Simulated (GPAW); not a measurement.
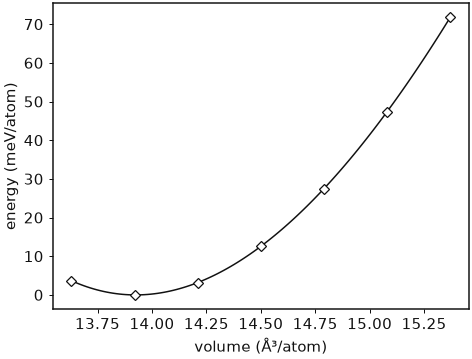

Plotted: energy against volume for YN, space group Fm-3m (No. 225).

Structure:
```cif
data_structure
_symmetry_space_group_name_H-M 'P 1'
_symmetry_Int_Tables_number 1
_cell_length_a 3.4486
_cell_length_b 3.4486
_cell_length_c 3.4486
_cell_angle_alpha 60.000
_cell_angle_beta 60.000
_cell_angle_gamma 60.000
_cell_volume 29.00
loop_
_atom_site_label
_atom_site_type_symbol
_atom_site_fract_x
_atom_site_fract_y
_atom_site_fract_z
_atom_site_occupancy
Y1 Y 0.00000 0.00000 0.00000 1
N1 N 0.50000 0.50000 0.50000 1
```

Calculation (GPAW 26.7.0): PAW DFT in plane waves, on a grid or in atomic orbitals, no spin polarisation; energies at scaled volumes of the given cell, shape and fractions fixed, counted from the fit's minimum, third-order Birch-Murnaghan fit. Level: LDA.

```csv
setting,value
k mesh,9×9×9
occupations,Fermi–Dirac
smearing width,0.05 eV
potentials,GPAW PAW data sets (gpaw data 1.2.1)
wave cutoff,800 eV
program settings,basis pw
```

This calculation gives: equilibrium volume 13.93 Å³/atom and bulk modulus 182 GPa.

Now the level changes from LDA to r2SCAN. What happens?

The equilibrium volume rises from 13.93 to 14.64 Å³/atom (+5.1 %) and the bulk modulus falls from 182 to 169 GPa (−7.1 %).

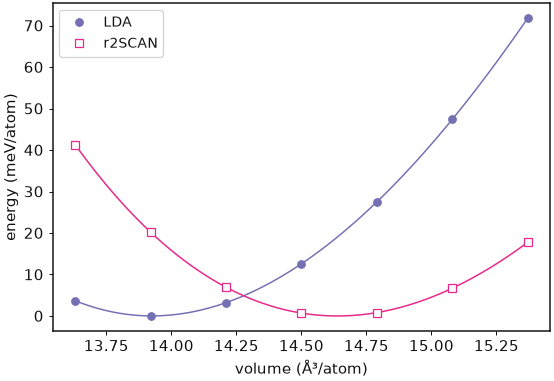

The two results together.

V0 and the bulk modulus come from third-order Birch–Murnaghan fits.
